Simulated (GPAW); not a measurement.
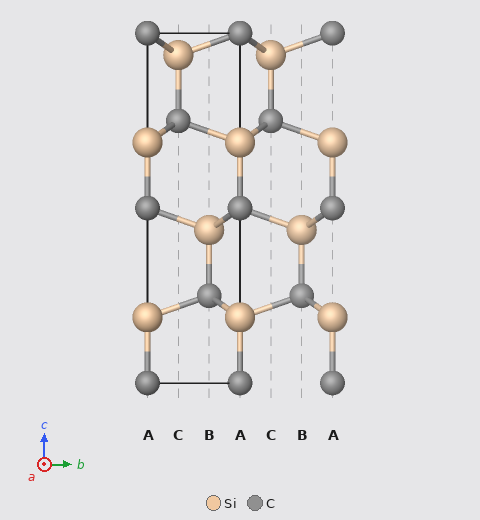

The picture looks along a close-packed row of the hexagonal mesh; c points upwards. The dashed lines mark the three columns A (0, 0), B (1/3, 2/3) and C (2/3, 1/3). The sequence starts with the first layer at or above the cell's origin.

SiC: a cell listed in the Materials Project, as set up for an electronic-structure calculation.

Give the sequence of layers in one repeat, with element and column.

Answer. C(A) – Si(A) – C(B) – Si(B) – C(A) – Si(A) – C(C) – Si(C) (eight layers in 10.07 Å).

Heights of the layers:

```csv
layer,atoms (column),height (Å),to next (Å)
1,C(A),0.00,1.89
2,Si(A),1.89,0.62
3,C(B),2.52,1.89
4,Si(B),4.41,0.63
5,C(A),5.04,1.89
6,Si(A),6.93,0.62
7,C(C),7.55,1.89
8,Si(C),9.44,0.63
```
